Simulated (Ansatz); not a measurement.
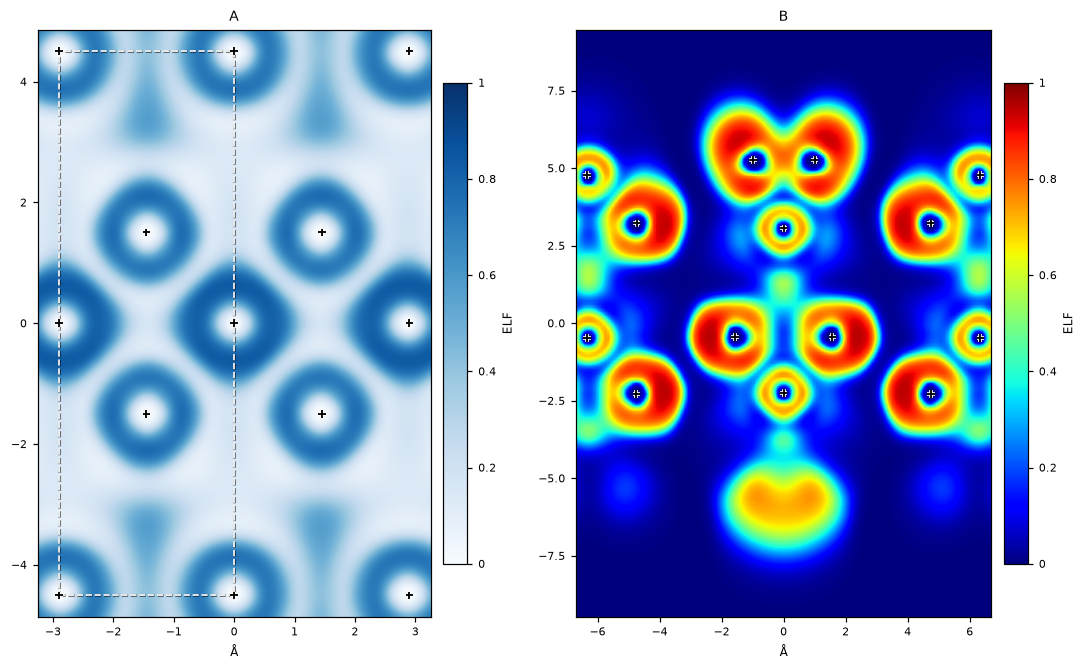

The electron localisation function of 2 systems, each on a plane through atoms (crosses mark nuclei in the plane).

The calculation used DFT PBEsol, scalar-relativistic, plane waves, PAW in Ansatz.

System 1: TaN, the (110) plane of the conventional cell. Space group P6/mmm.

```cif
data_structure
_symmetry_space_group_name_H-M 'P 1'
_symmetry_Int_Tables_number 1
_cell_length_a 5.2051
_cell_length_b 5.2051
_cell_length_c 2.9036
_cell_angle_alpha 90.000
_cell_angle_beta 90.000
_cell_angle_gamma 120.000
_cell_volume 68.13
loop_
_atom_site_label
_atom_site_type_symbol
_atom_site_fract_x
_atom_site_fract_y
_atom_site_fract_z
_atom_site_occupancy
Ta1 Ta 0.00000 0.00000 0.00000 1
Ta2 Ta 0.33333 0.66667 0.50000 1
Ta3 Ta 0.66667 0.33333 0.50000 1
N1 N 0.50000 0.00000 0.00000 1
N2 N 0.50000 0.50000 0.00000 1
N3 N 0.00000 0.50000 0.00000 1
```

System 2: WS₂ (slab), the (100) plane of the calculation cell, a cut from vacuum to vacuum. 

```xyz
24
Lattice="3.1461 0.0000 0.0000 0.0000 12.6917 0.0000 0.0000 0.0000 24.9903" Properties=species:S:1:pos:R:3 pbc="T T T"
W     0.0000    3.1729    7.7225
S     0.0000   10.5164    7.2364
S     0.0000    8.5212    7.2364
W     0.0000    9.5188    9.4398
S     0.0000    4.7789    9.2792
S     0.0000    1.5669    9.2792
W     1.5731    3.1729   10.2485
S     1.5731   11.1201   10.2205
S     1.5731    7.9175   10.2205
W     1.5731    9.5188   12.0276
S     1.5731    4.7471   12.0433
S     1.5731    1.5988   12.0433
W     0.0000    3.1729   12.9627
S     0.0000   11.0930   12.9470
S     0.0000    7.9446   12.9470
W     0.0000    9.5188   14.7418
S     0.0000    4.7742   14.7698
S     0.0000    1.5716   14.7698
W     1.5731    3.1729   15.5505
S     1.5731   11.1248   15.7112
S     1.5731    7.9128   15.7112
W     1.5731    9.5188   17.2681
S     1.5731    4.1705   17.7539
S     1.5731    2.1754   17.7539
```

Which map belongs to which system?

Panel A is system 1, TaN: the plane holds Ta and N. Ta–N (2.09 Å): the ELF peaks at about 0.85 in the valence shell of N, 0.7 Å from its nucleus, and is about 0.25 at the midpoint (no shared electron pair shows on this line). Panel B is system 2, WS₂: the plane holds W and S. S–S (2.00 Å): the ELF peaks at about 0.80 between the atoms.
